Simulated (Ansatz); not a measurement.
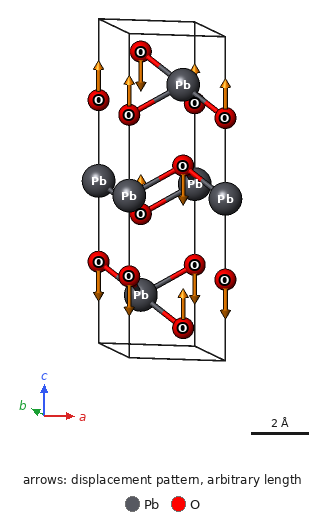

One vibrational mode of solid PbO2 (a generated structure) at the zone centre. Displacements are drawn as orange arrows; their common scale and sign are arbitrary. Style: ball-and-stick. Shown: the conventional cell (3 times the calculation's cell), slightly off an axis. Lengths and directions refer to the drawn axes.

Theory: DFT PBE+D3(BJ), scalar-relativistic, plane waves, PAW (Ansatz 0.2.0). Settings: plane-wave cutoff 420 eV; k-point mesh 18 × 18 × 18; occupations fermi dirac; smearing width 0.15 eV; no spin polarisation.

The frequencies depend somewhat on the k-mesh and the smearing.

What mode is this, and where does it lie in the spectrum?

Answer. This is the A₁g mode at 54.2 meV, the highest optical level, Raman-active by symmetry. The Pb atoms stay at rest; all motion is along c; atoms of one kind move against one another, with no net shift of their sublattice.
